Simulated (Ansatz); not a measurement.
## Electronic structure of Ta16HN16 (cell with a defect) in real space

Input

```
crystal:
  lattice:
    - [-4.4172695543, -4.4172695543, 4.4172695543]
    - [4.4172695543, -4.4172695543, -4.4172695543]
    - [4.4172695543, 4.4172695543, 4.4172695543]
  atoms:
    - { symbol: Ta, position: [0.25, 0.75, 0.5] }
    - { symbol: Ta, position: [0.0, 0.75, 0.75] }
    - { symbol: Ta, position: [0.5, 0.5, 0.5] }
    - { symbol: Ta, position: [0.25, 0.5, 0.75] }
    - { symbol: Ta, position: [0.0, 0.5, 0.0] }
    - { symbol: Ta, position: [0.7568309301, 0.739335149, -0.0024432434] }
    - { symbol: Ta, position: [0.5, 0.75, 0.25] }
    - { symbol: Ta, position: [0.0072931529, 0.0110746402, 0.5164493736] }
    - { symbol: Ta, position: [0.75, 0.25, 0.5] }
    - { symbol: Ta, position: [0.5, 0.25, 0.75] }
    - { symbol: Ta, position: [0.25, 0.25, 0.0] }
    - { symbol: Ta, position: [-0.0094656607, 0.2402392077, 0.2440261156] }
    - { symbol: Ta, position: [0.75, 0.5, 0.25] }
    - { symbol: Ta, position: [0.75, 0.0, 0.75] }
    - { symbol: Ta, position: [0.5, 0.0, 0.0] }
    - { symbol: Ta, position: [0.2407532052, 0.0021196455, 0.2623486986] }
    - { symbol: "N", position: [0.25, 0.0, 0.75] }
    - { symbol: "N", position: [0.0078297739, -0.0032527451, 0.0135314228] }
    - { symbol: "N", position: [0.5, 0.75, 0.75] }
    - { symbol: "N", position: [0.25, 0.75, 0.0] }
    - { symbol: "N", position: [0.0011040878, 0.7532967581, 0.2446692548] }
    - { symbol: "N", position: [0.7571334032, 0.02040702, 0.2518872685] }
    - { symbol: "N", position: [0.5, 0.0, 0.5] }
    - { symbol: "N", position: [0.0, 0.25, 0.75] }
    - { symbol: "N", position: [0.75, 0.5, 0.75] }
    - { symbol: "N", position: [0.5, 0.5, 0.0] }
    - { symbol: "N", position: [0.25, 0.5, 0.25] }
    - { symbol: "N", position: [0.0, 0.5, 0.5] }
    - { symbol: "N", position: [0.75, 0.75, 0.5] }
    - { symbol: "N", position: [0.75, 0.25, 0.0] }
    - { symbol: "N", position: [0.5, 0.25, 0.25] }
    - { symbol: "N", position: [0.2536963849, 0.266301661, 0.4951207538] }
    - { symbol: H, position: [-0.0064051586, -0.0081125589, 0.2257455062] }
basis:
  ecutwfc: 420
  xc_grid: 2
kpoints:
  mp_grid: { grid: [4, 4, 4], shift: [0.5, 0.5, 0.5] }
hamiltonian:
  xc: pbe
scf:
  occupations: { method: gaussian, width: 0.1 }
output:
  forces: true
  stress: false
  eigenvalues: true
  write_density: true
  write_potential: true
  elf: true
  volumetric_format: npy
relax:
  adjacent_minimum: "off"
  f_tol: 0.025
  max_steps: 45
```

Launched as:

```sh
ansatz run input.yaml --threads 4 --pin off --max-ram 10240MiB --backend cpu --events-out ev --progress --plain --runs-dir out
```

The fields are those of the run's last geometry, not of the input's.

Computed without spin polarisation.

Computed with DFT PBE, scalar-relativistic, plane waves, PAW (Ansatz).

In a PAW calculation such maps are meaningful between the atoms, not at the nuclei.

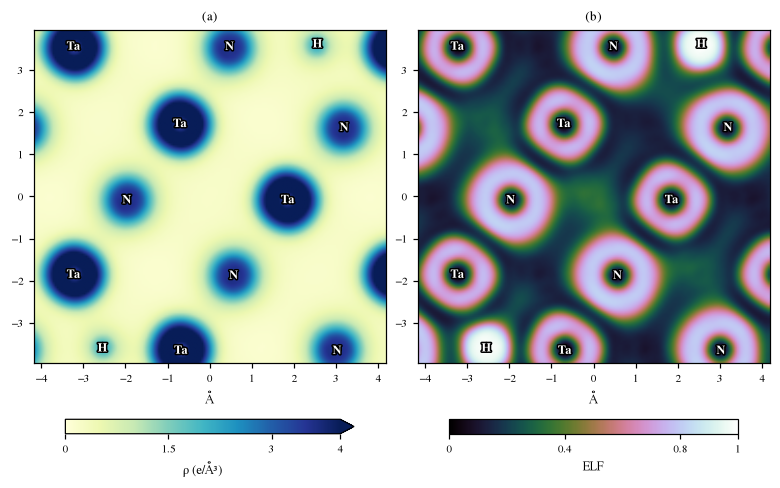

Figure 1. (a) valence pseudo-density; (b) electron localisation function on the (100) plane of the calculation cell.

**What do the fields say about this system?**

- The plane passes through Ta, N and H nuclei.
- Ta–H (1.88 Å): ρ is about 0.92 e/Å³ halfway; the ELF climbs to about 1 towards the hydrogen.
- Ta–N (2.18 Å): the density is about 0.58 e/Å³ at the midpoint; the ELF peaks at about 0.80 in the valence shell of N, 0.7 Å from its nucleus, and is about 0.20 at the midpoint (no shared electron pair shows on this line).
- Ta–N (2.22 Å): ρ at the midpoint is about 0.52 e/Å³; the ELF peaks at about 0.80 in the valence shell of N, 0.6 Å from its nucleus, and is about 0.15 at the midpoint: no localised pair shows between them.
- Between the atoms the lowest density in this plane is 0.12 e/Å³.
- The features right at Ta lie inside the PAW spheres, where the map follows smoothed inner orbitals and isn't to be read closely.

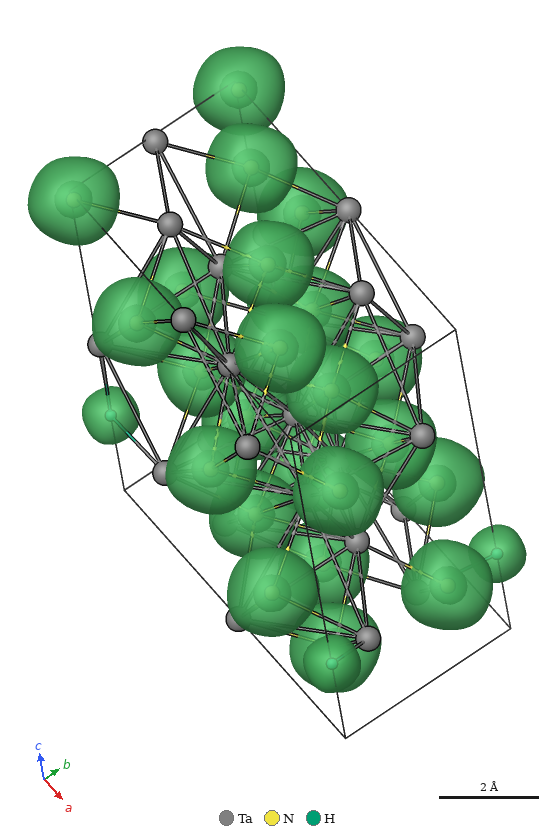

Figure 2. Isosurface of the ELF at 0.6 (green), seen slightly off an axis. Only the valence region is drawn (cores and ρ < 0.01 e/Å³ removed). Sticks mark near contacts.

**Describe the localisation domains.**

The ELF exceeds this value in one region around a hydrogen nucleus and 16 regions wrapped around N (the valence shell of each), counted in one cell of 33 atoms. Any copies at cell faces, edges or corners count once.

**Does the calculation give a band gap?**

It is metallic or semimetallic at this level of theory: no gap opens.
